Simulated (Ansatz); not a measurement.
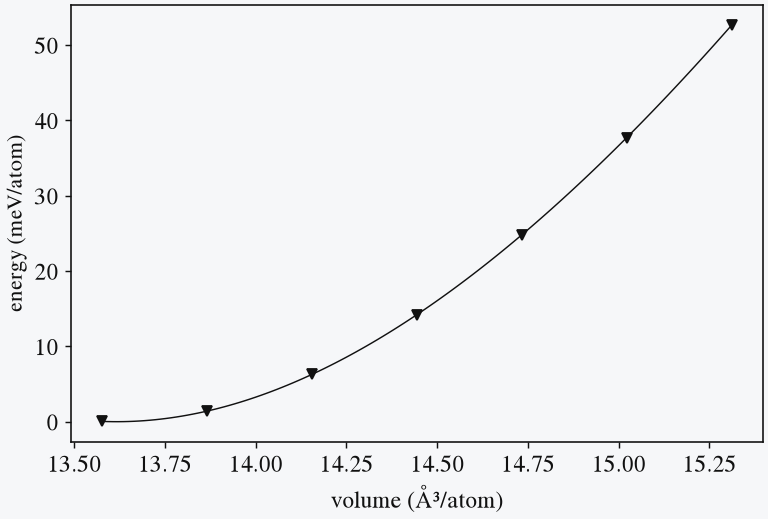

Plotted: energy against volume.

Computed with Ansatz 0.2.0: all-electron LAPW DFT, no spin polarisation; energies at scaled volumes of the given cell, shape and fractions fixed, counted from the fit's minimum, third-order Birch-Murnaghan fit. Level: LDA.

> For which of these solids was it computed?
A. Zn, C2/m (No. 12)
B. Os, P6_3/mmc (No. 194)
C. SnSe₂, P-3m1 (No. 164)

A, Zn: energy from 0.04 meV/atom to 52.60 meV/atom, V0 13.62 Å³/atom, B0 103 GPa. The others give: Os, energy from 0 meV/atom to 110 meV/atom, V0 13.7 Å³/atom, B0 448 GPa; SnSe₂, energy from 0.41 meV/atom to 32.01 meV/atom, V0 26.02 Å³/atom, B0 69.1 GPa.

For Os, limits of the calculation: shape and atomic fractions are frozen while scaling, which makes layered, chain and framework solids too stiff.

For SnSe₂, limits of the calculation: shape and atomic fractions are frozen while scaling, which makes layered, chain and framework solids too stiff.

For Zn, limits of the calculation: the fit and the printed pressures don't fully agree, or the minimum lies near the end of the range; shape and atomic fractions are frozen while scaling, which makes layered, chain and framework solids too stiff.
